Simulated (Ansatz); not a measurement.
# Run report: Si, geometry relaxation (part 2 of 2)

Si (Ia-3, 8 atoms in the cell); DFT r2SCAN, scalar-relativistic, plane waves, PAW, no spin polarisation (Ansatz 0.2.0); cutoff 500 eV, 8×8×8 k-mesh, Gaussian smearing of 0.1 eV. The structure derives from an entry of the Crystallography Open Database.

Geometry of the input (Å; fractional positions):
```
-3.3109  3.3109  3.3109
3.3109  -3.3109  3.3109
3.3109  3.3109  -3.3109
Si 0.2060  0.2060  0.2060
Si 0.5000  0.0000  0.2940
Si 0.2940  0.5000  -0.0000
Si -0.0000  0.2940  0.5000
Si 0.7940  0.7940  0.7940
Si 0.5000  0.0000  0.7060
Si 0.7060  0.5000  -0.0000
Si -0.0000  0.7060  0.5000
```

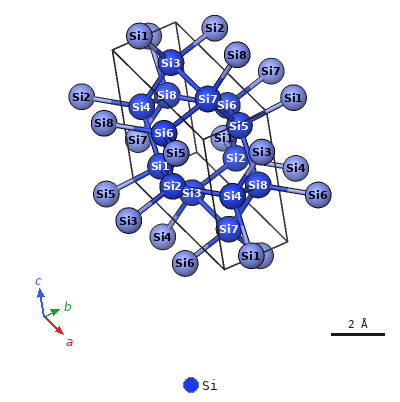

Figure 1. The geometry at step 2 of the log (ball-and-stick view of the cell of the calculation, seen slightly off an axis; neighbours outside the cell are drawn fainter; atoms are numbered from 1 in the order of the input).

Output, continued:
```
SCF iter   1: F=—  HF=-5111.043894 eV  |F-HF|=—  |Δ(HF+E_count)|=         —  Δρ=2.51e-4  dr2=1.14e-4  dr2_τ=1.11e-5  ethr=3.14e-7  ⟨swp⟩=2.3  Hψ=4777  notcnv=0
preconditioner: auto → Resta (q_TF=auto, 2.116 Å⁻¹)  ε∞=5.4  [insulator: Δε(μ)=0.192 eV  Ē_g=8.257 eV  σ=0.100 eV  W_gap=0.78  n_scr=18 (ndim 8)  ℏωp=17.3 eV  f_vac=0.000  D(μ)=0.26/eV (n_scr^D=0)  ε∞_Penn≈5.4]
SCF iter   2: F=—  HF=-5111.043907 eV  |F-HF|=—  |Δ(HF+E_count)|=   1.33e-5  Δρ=1.40e-4  dr2=3.12e-5  dr2_τ=5.94e-8  ethr=3.14e-7  ⟨swp⟩=2.0  Hψ=1339  notcnv=0
SCF iter   3: F=—  HF=-5111.043927 eV  |F-HF|=—  |Δ(HF+E_count)|=   2.06e-5  Δρ=1.34e-5  dr2=2.27e-7  dr2_τ=3.19e-9  ethr=9.76e-8  ⟨swp⟩=2.9  Hψ=1394  notcnv=0
SCF iter   4: F=-5111.043928 eV  HF=-5111.043928 eV  |F-HF|=1.03e-8  |Δ(HF+E_count)|=   2.16e-7  Δρ=3.68e-6  dr2=1.83e-8  dr2_τ=1.79e-10  ethr=1.32e-10  ⟨swp⟩=9.7  Hψ=5865  notcnv=0
SCF 4 converged in 4 iterations: F = -5111.043928 eV  dr2 = 1.83e-8
  greatest PAW one-centre occupation: 0.648 electrons in one spin orbital (limit 2), on the Si atom at site 5 (counted from 0), in its partial waves of l = 0
relax step   4: F+E_penalty+E_count = -5111.04392758 eV  Δ(F+E_penalty+E_count) = -4.026e-4 eV  max|allowed force component| = 1.833e-3 eV/Å  Δτ_max = 0.0024 Å  P = -0.076 GPa  Ω = 147.005 Å³  energy of the carried Pulay correction = -9.237e-5 eV  (4 SCF iters, dr2 threshold 4.23e-8 eV, accepted)
Crystal: 8 atoms, lattice volume = 146.856 Å³
iter 1 solved again at ethr=1.18e-8 eV; its pass at ethr=3.10e-3 eV (dr2=3.77e-6 eV) is discarded
SCF iter   1: F=—  HF=-5111.043944 eV  |F-HF|=—  |Δ(HF+E_count)|=         —  Δρ=4.92e-5  dr2=4.05e-6  dr2_τ=1.26e-6  ethr=1.18e-8  ⟨swp⟩=2.2  Hψ=4885  notcnv=0
preconditioner: auto → Resta (q_TF=auto, 2.116 Å⁻¹)  ε∞=5.4  [insulator: Δε(μ)=0.193 eV  Ē_g=8.262 eV  σ=0.100 eV  W_gap=0.78  n_scr=18 (ndim 8)  ℏωp=17.3 eV  f_vac=0.000  D(μ)=0.26/eV (n_scr^D=0)  ε∞_Penn≈5.4]
SCF iter   2: F=—  HF=-5111.043958 eV  |F-HF|=—  |Δ(HF+E_count)|=   1.40e-5  Δρ=3.57e-5  dr2=2.25e-6  dr2_τ=6.20e-9  ethr=1.18e-8  ⟨swp⟩=2.0  Hψ=1397  notcnv=0
SCF iter   3: F=—  HF=-5111.043958 eV  |F-HF|=—  |Δ(HF+E_count)|=   1.35e-7  Δρ=1.21e-5  dr2=2.44e-7  dr2_τ=2.37e-9  ethr=7.04e-9  ⟨swp⟩=2.3  Hψ=1315  notcnv=0
SCF iter   4: F=-5111.043958 eV  HF=-5111.043958 eV  |F-HF|=6.27e-10  |Δ(HF+E_count)|=   2.37e-8  Δρ=1.79e-6  dr2=3.78e-9  dr2_τ=3.51e-11  ethr=4.52e-11  ⟨swp⟩=6.1  Hψ=5163  notcnv=0
SCF 5 converged in 4 iterations: F = -5111.043958 eV  dr2 = 3.78e-9
relax step   5: F+E_penalty+E_count = -5111.04395782 eV  Δ(F+E_penalty+E_count) = -3.024e-5 eV  max|allowed force component| = 3.927e-4 eV/Å  Δτ_max = 0.0001 Å  P = +0.023 GPa  Ω = 146.856 Å³  energy of the carried Pulay correction = -8.488e-5 eV  (4 SCF iters, dr2 threshold 1.45e-8 eV, accepted)
Initial wavefunctions: pseudopotential atomic-orbital guess (no wavefunctions were taken with the density)
iter 1 solved again at ethr=7.88e-8 eV; its pass at ethr=3.10e-3 eV (dr2=2.52e-5 eV) is discarded
SCF iter   1: F=—  HF=-5111.044015 eV  |F-HF|=—  |Δ(HF+E_count)|=         —  Δρ=5.04e-6  dr2=6.67e-9  dr2_τ=4.74e-9  ethr=7.88e-8  ⟨swp⟩=3.1  Hψ=7306  notcnv=0
eigensolver tolerance schedule: the retry pair's looser diagonalisation over-reported the residual by 3781.83 of it (diagonalisation noise at 0.11 of the residual, at the tolerance the schedule requests for it); recorded, not acted on — ethr = c·dr2/N_el stays at c = 1.0e-1
SCF iter   2: F=—  HF=-5111.044040 eV  |F-HF|=—  |Δ(HF+E_count)|=   2.49e-5  Δρ=2.61e-6  dr2=1.49e-9  dr2_τ=2.97e-10  ethr=2.08e-11  ⟨swp⟩=2.8  Hψ=1609  notcnv=0
SCF iter   3: F=-5111.044040 eV  HF=-5111.044040 eV  |F-HF|=1.25e-10  |Δ(HF+E_count)|=   2.22e-8  Δρ=2.47e-7  dr2=2.99e-11  dr2_τ=2.43e-12  ethr=1.00e-12  ⟨swp⟩=6.7  Hψ=5164  notcnv=0
SCF 6 converged in 3 iterations: F = -5111.044040 eV  dr2 = 2.99e-11
relax step   6: F+E_penalty+E_count = -5111.04403973 eV  Δ(F+E_penalty+E_count) = -8.191e-5 eV  max|allowed force component| = 3.974e-4 eV/Å  Δτ_max = 0.0000 Å  P = +0.022 GPa  Ω = 146.856 Å³  stress off target by 2.20e-2 GPa  SCF on the basis re-selected at this cell (its energy is not comparable with the rows above)  (3 SCF iters)
basis re-selected at this cell: Δ(F+E_penalty+E_count) = -8.191e-5 eV, ΔP = -0.001 GPa vs the last step (what re-selecting the basis moved, of the pressure what is left beyond the Pulay correction that the steps carried, after the strain that the cell walked since its last selection, with what the two solves' SCF thresholds leave and, on support functions, any second-order correction that the steps lacked; it is no measure of the basis error at this ecutwfc). This SCF's stress stands 2.20e-2 GPa from its target on what of the cell is left free (relax.cell.stress_tol is 5.00e-2 GPa) and its largest allowed force component is 3.97e-4 eV/Å (relax.f_tol is 5.00e-3 eV/Å): within both
SCF converged after 3 iterations
Free energy (F): -5111.044040 eV
Harris-Foulkes:  -5111.044040 eV  (|F-HF|=1.25e-10)
Internal energy: -5111.042732 eV  (E = F + TS)
E sigma→0 (E₀):  -5111.043386 eV
Entropy (-TS):   -0.001308 eV (-0.163 meV/atom)
Fermi energy:    7.528176 eV
--- Per-component energies (eV) ---
  E_band       = 58.823285
  E_kinetic    = 323.796731
  E_local      = -139.804856  (includes V_loc(G=0)·N_el)
  E_nonlocal   = 199.177029
  E_hartree    = 38.950658
  E_xc         = -412.438898
  E_vxc        = -398.386192  (∫ρ·V_xc dr)
  E_paw        = -4155.407751  (= ΣΔE_a)
  E_vpaw       = -19.321300  (= ΣTr[D̂ρ^β])
  E_aug_tail   = 0.000037  (compensation charges beyond the density's cutoff)
  E_vtau       = 15.460513  (kinetic-family band-sum trace: ∫τ·v_τ [+ j·A + Jᵃ·Aᵃ] dr)
  E_ewald      = -964.704217
  E_core_change = -0.611464  (= ΣΔE_core)
  E_smearing   = -0.001308  (= −TS)
  E_closure    = -0.000000  (closes the sum)
  Σ components = -5111.044040   (vs F -5111.044040, Δ=0.00e0)
--- Forces (eV/Å), atoms counted from 1 ---
  atom   1  Si    -0.00039741    -0.00039741    -0.00039741
  atom   2  Si     0.00039741     0.00039741    -0.00039741
  atom   3  Si    -0.00039741     0.00039741     0.00039741
  atom   4  Si     0.00039741    -0.00039741     0.00039741
  atom   5  Si     0.00039741     0.00039741     0.00039741
  atom   6  Si    -0.00039741    -0.00039741     0.00039741
  atom   7  Si     0.00039741    -0.00039741    -0.00039741
  atom   8  Si    -0.00039741     0.00039741    -0.00039741
  max |Σ_I F_I| component: 3.28e-17 eV/Å
--- Stress (GPa, compression-positive) ---
        0.022015       0.000000       0.000000
        0.000000       0.022015      -0.000000
       -0.000000       0.000000       0.022015
  P = ⅓ Tr σ = 0.0220 GPa (0.220 kbar)
--- Band table (eV; the first three rows and the last of 35) ---
  k-point 0: bands = ["-5.8041", "-1.2292", "-0.9137", "-0.9137", "-0.9137", "0.7732", "0.7732", "0.7732", "2.3020", "2.3020", "3.2848", "3.2848", "3.2848", "5.9451", "5.9451", "6.5342", "9.3629", "9.3629", "9.3629", "11.4390", "11.4390", "11.4390", "13.2528", "13.2528"]
  k-point 1: bands = ["-5.7039", "-1.6096", "-1.2847", "-1.1436", "-0.6723", "0.6214", "0.9561", "1.1597", "2.1851", "2.4946", "3.5653", "3.6495", "3.8243", "5.4990", "5.6966", "6.3364", "9.4352", "9.8109", "9.9268", "10.6897", "10.7797", "11.0832", "12.7339", "13.1804"]
  k-point 2: bands = ["-5.4049", "-2.4597", "-1.6776", "-1.5199", "-0.4335", "0.3197", "1.3060", "1.9532", "2.1673", "3.0741", "4.0939", "4.4167", "4.7129", "4.9708", "4.9964", "6.3408", "9.1229", "9.2499", "9.6793", "10.5192", "10.9055", "11.0238", "11.2829", "12.2214"]
  k-point 34: bands = ["-3.3005", "-3.3005", "-3.3005", "-1.7418", "-1.7418", "-1.7418", "2.0071", "3.6483", "3.6483", "3.6483", "4.7785", "4.7785", "4.7785", "7.0895", "7.5908", "7.5908", "7.5908", "10.5774", "10.6821", "10.6821", "10.6821", "10.7336", "10.7336", "10.7336"]
--- Relaxed structure (5 steps of the walk, 5 accepted, 1 SCFs on fresh bases) ---
  F+E_penalty+E_count = -5111.04403973 eV   max|allowed force component| = 3.974e-4 eV/Å   (the final SCF, on the basis selected at the relaxed cell)
  cell:  # Å, volume = 146.8561 Å³
    - [-3.323614545284615, 3.323614545284615, 3.323614545284615]
    - [3.323614545284615, -3.323614545284615, 3.323614545284615]
    - [3.323614545284615, 3.323614545284615, -3.323614545284615]
  atoms:
    - { symbol: Si, position: [0.20139965180416228, 0.20139965180416228, 0.20139965180416228] }
    - { symbol: Si, position: [0.5, 0.0, 0.29860034819583775] }
    - { symbol: Si, position: [0.29860034819583775, 0.5, 0.0] }
    - { symbol: Si, position: [0.0, 0.29860034819583775, 0.5] }
    - { symbol: Si, position: [0.7986003481958379, 0.7986003481958379, 0.7986003481958379] }
    - { symbol: Si, position: [0.5000000000000002, 0.0, 0.7013996518041623] }
    - { symbol: Si, position: [0.7013996518041623, 0.5000000000000002, 0.0] }
    - { symbol: Si, position: [0.0, 0.7013996518041623, 0.5000000000000002] }
```

Trajectory as extended XYZ (Å, eV, eV/Å), 6 frames, from step=1 to step=6:
```
8
Lattice="-3.3109 3.3109 3.3109 3.3109 -3.3109 3.3109 3.3109 3.3109 -3.3109" Properties=species:S:1:pos:R:3:forces:R:3 step=1 energy=-5111.00302 pressure_GPa=0.16
Si    0.6820    0.6820    0.6820   -0.2062  -0.2062  -0.2062
Si   -0.6820    2.6289    0.6820    0.2062   0.2062  -0.2062
Si    0.6820   -0.6820    2.6289   -0.2062   0.2062   0.2062
Si    2.6289    0.6820   -0.6820    0.2062  -0.2062   0.2062
Si    2.6289    2.6289    2.6289    0.2062   0.2062   0.2062
Si    0.6820    3.9929   -0.6820   -0.2062  -0.2062   0.2062
Si   -0.6820    0.6820    3.9929    0.2062  -0.2062  -0.2062
Si    3.9929   -0.6820    0.6820   -0.2062   0.2062  -0.2062
8
Lattice="-3.3183 3.3183 3.3183 3.3183 -3.3183 3.3183 3.3183 3.3183 -3.3183" Properties=species:S:1:pos:R:3:forces:R:3 step=2 energy=-5111.03573 pressure_GPa=0.05
Si    0.6749    0.6749    0.6749   -0.0995  -0.0995  -0.0995
Si   -0.6749    2.6434    0.6749    0.0995   0.0995  -0.0995
Si    0.6749   -0.6749    2.6434   -0.0995   0.0995   0.0995
Si    2.6434    0.6749   -0.6749    0.0995  -0.0995   0.0995
Si    2.6434    2.6434    2.6434    0.0995   0.0995   0.0995
Si    0.6749    3.9932   -0.6749   -0.0995  -0.0995   0.0995
Si   -0.6749    0.6749    3.9932    0.0995  -0.0995  -0.0995
Si    3.9932   -0.6749    0.6749   -0.0995   0.0995  -0.0995
8
Lattice="-3.3240 3.3240 3.3240 3.3240 -3.3240 3.3240 3.3240 3.3240 -3.3240" Properties=species:S:1:pos:R:3:forces:R:3 step=3 energy=-5111.04353 pressure_GPa=0.09
Si    0.6680    0.6680    0.6680    0.0260   0.0260   0.0260
Si   -0.6680    2.6560    0.6680   -0.0260  -0.0260   0.0260
Si    0.6680   -0.6680    2.6560    0.0260  -0.0260  -0.0260
Si    2.6560    0.6680   -0.6680   -0.0260   0.0260  -0.0260
Si    2.6560    2.6560    2.6560   -0.0260  -0.0260  -0.0260
Si    0.6680    3.9920   -0.6680    0.0260   0.0260  -0.0260
Si   -0.6680    0.6680    3.9920   -0.0260   0.0260   0.0260
Si    3.9920   -0.6680    0.6680    0.0260  -0.0260   0.0260
8
Lattice="-3.3247 3.3247 3.3247 3.3247 -3.3247 3.3247 3.3247 3.3247 -3.3247" Properties=species:S:1:pos:R:3:forces:R:3 step=4 energy=-5111.04393 pressure_GPa=-0.08
Si    0.6695    0.6695    0.6695   -0.0018  -0.0018  -0.0018
Si   -0.6695    2.6552    0.6695    0.0018   0.0018  -0.0018
Si    0.6695   -0.6695    2.6552   -0.0018   0.0018   0.0018
Si    2.6552    0.6695   -0.6695    0.0018  -0.0018   0.0018
Si    2.6552    2.6552    2.6552    0.0018   0.0018   0.0018
Si    0.6695    3.9943   -0.6695   -0.0018  -0.0018   0.0018
Si   -0.6695    0.6695    3.9943    0.0018  -0.0018  -0.0018
Si    3.9943   -0.6695    0.6695   -0.0018   0.0018  -0.0018
8
Lattice="-3.3236 3.3236 3.3236 3.3236 -3.3236 3.3236 3.3236 3.3236 -3.3236" Properties=species:S:1:pos:R:3:forces:R:3 step=5 energy=-5111.04396 pressure_GPa=0.02
Si    0.6694    0.6694    0.6694   -0.0004  -0.0004  -0.0004
Si   -0.6694    2.6542    0.6694    0.0004   0.0004  -0.0004
Si    0.6694   -0.6694    2.6542   -0.0004   0.0004   0.0004
Si    2.6542    0.6694   -0.6694    0.0004  -0.0004   0.0004
Si    2.6542    2.6542    2.6542    0.0004   0.0004   0.0004
Si    0.6694    3.9930   -0.6694   -0.0004  -0.0004   0.0004
Si   -0.6694    0.6694    3.9930    0.0004  -0.0004  -0.0004
Si    3.9930   -0.6694    0.6694   -0.0004   0.0004  -0.0004
8
Lattice="-3.3236 3.3236 3.3236 3.3236 -3.3236 3.3236 3.3236 3.3236 -3.3236" Properties=species:S:1:pos:R:3:forces:R:3 step=6 energy=-5111.04404 pressure_GPa=0.02
Si    0.6694    0.6694    0.6694   -0.0004  -0.0004  -0.0004
Si   -0.6694    2.6542    0.6694    0.0004   0.0004  -0.0004
Si    0.6694   -0.6694    2.6542   -0.0004   0.0004   0.0004
Si    2.6542    0.6694   -0.6694    0.0004  -0.0004   0.0004
Si    2.6542    2.6542    2.6542    0.0004   0.0004   0.0004
Si    0.6694    3.9930   -0.6694   -0.0004  -0.0004   0.0004
Si   -0.6694    0.6694    3.9930    0.0004  -0.0004  -0.0004
Si    3.9930   -0.6694    0.6694   -0.0004   0.0004  -0.0004
```

Results in brief:

```csv
quantity,value
outcome,converged
space group (tolerance 0.01 Å),Ia-3 (206)
electrons treated,32
free energy,−5111.0440 eV
Fermi energy,7.528 eV
gap on the k-point mesh,none (metallic)
pressure,0.02 GPa
final volume,146.86 Å³
largest force (length of the vector) at the end,0.001 eV/Å
final cell,"a = 5.757 Å, b = 5.757 Å, c = 5.757 Å, α = 109.47°, β = 109.47°, γ = 109.47°"
hardware,"2 threads of Arm Neoverse V2, 24 GiB of memory available, shared host"
wall time,43 s (CPU time 85 s)
peak memory,0.85 GiB
```
